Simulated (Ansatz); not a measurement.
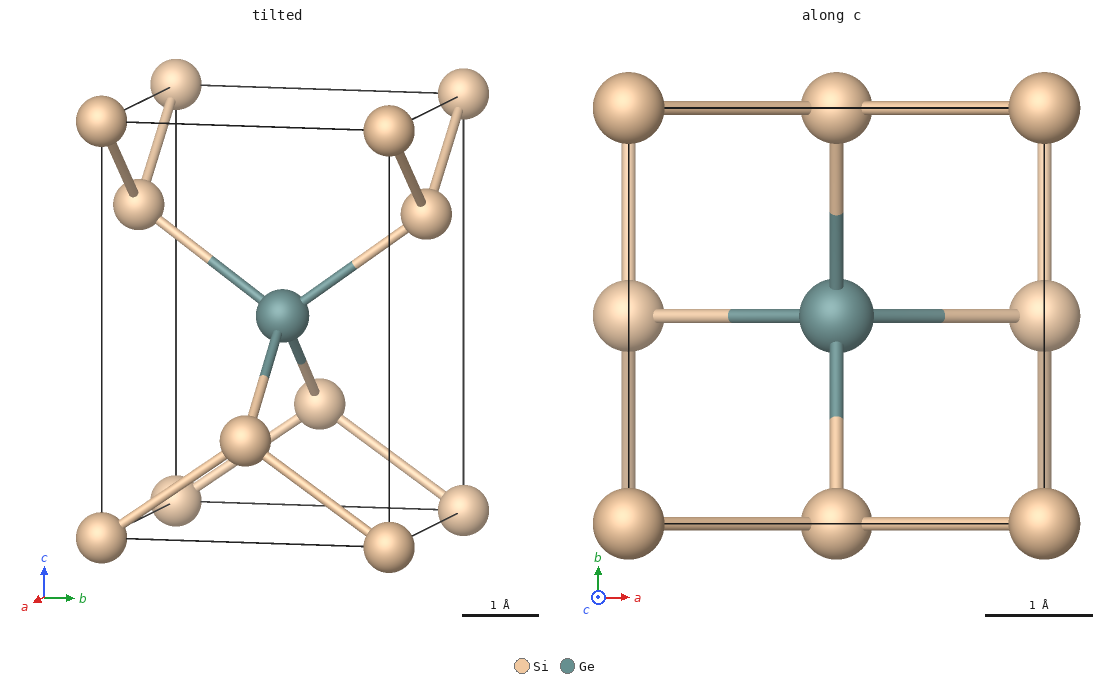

Structure drawing (ball-and-stick), viewed slightly off an axis and along the c axis. The conventional unit cell is drawn as a box. Cell: a = 3.91 Å, b = 3.91 Å, c = 5.53 Å, α = 90.00°, β = 90.00°, γ = 90.00°.

The model was built from a structure type filled with these elements by a generator (whether the compound takes this form wasn't checked). Earlier steps of the study may have refined or changed the cell and positions. It was run through Ansatz as a DFT input.

What can be read from this drawing?

Answer. Chemical formula Si₃Ge. The atoms follow space group P-4m2 (No. 115); the Bravais lattice is primitive tetragonal. Counting shared atoms by their share gives 3 Si, 1 Ge, or 4 atoms. Ge is linked to four Si in a tetrahedral arrangement at about 2.4 Å. Si takes two kinds of site: 1a with four Si in a tetrahedral arrangement at about 2.4 Å; 2g with two Si and two Ge in a tetrahedral arrangement (about 2.4 Å to Si, 2.4 Å to Ge). The bonds build a three-dimensional framework.

The calculation used DFT PBE, scalar-relativistic, plane waves, PAW in Ansatz 0.2.0, with a basis cut at 420 eV, 10×10×6 k-mesh, Gaussian smearing of 0.02 eV, no spin polarisation.

Is it conducting or gapped at this level?

Answer. A semiconductor at this level, with a gap of 0.38 eV, indirect.

How are the electrons shared out in a Bader analysis?

Answer. Si +0.03 to +0.12 e; Ge -0.26 e.

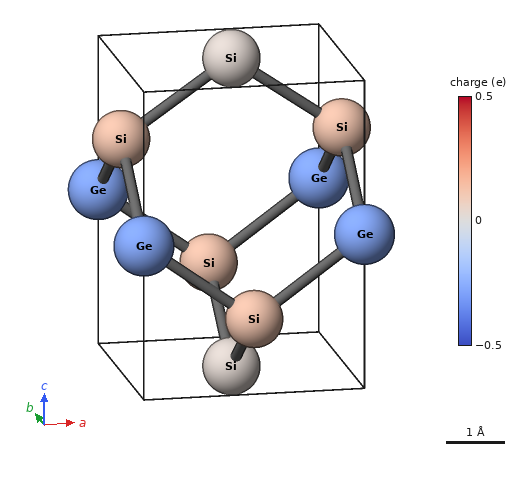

The atoms coloured by those charges. The run's cell of 4 atoms is drawn, so axes and origin can differ from the first picture.

Is this an equilibrium geometry for the method given?

Answer. Yes. All forces vanish to within 0.01 eV/Å. The pressure is 0.0 GPa, close to zero.
